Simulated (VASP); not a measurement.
Ba (slab)

```
Ba
1.0
     4.57168    0.00000    0.00000
    -2.28584    3.95919    0.00000
     0.00000    0.00000   22.46552
Ba
3
Cartesian
  2.2859 1.3197 7.4999
  0.0000 2.6395 11.2328
  0.0000 0.0000 14.9656
```

These are results of VASP 6.6.1, Kohn-Sham DFT of a periodic cell, PBE, VASP PAW PBE potentials, recommended, not measurements.

### Predict the valence pseudo-density and electron localisation function between the atoms.

Ba–Ba (4.57 Å): the density is about 0.04 e/Å³ at the midpoint; the ELF is about 0.25 at the midpoint: no shared electron pair shows on this line.

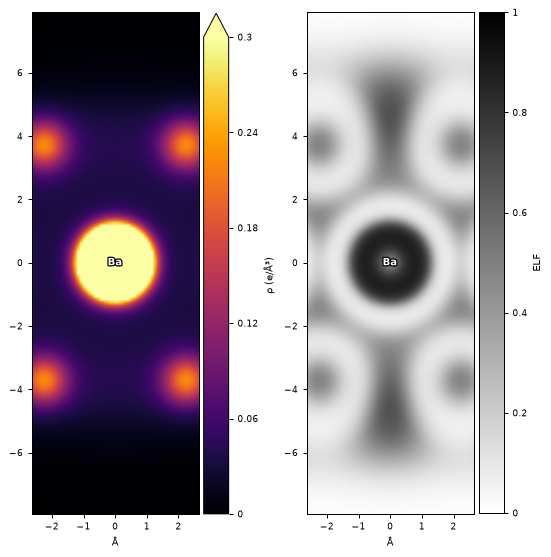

Computed valence pseudo-density and electron localisation function on the (100) plane of the calculation cell, a cut from vacuum to vacuum, in this order. 

Core electrons are frozen (PAW), and the valence fields are smoothed inside the atomic spheres.
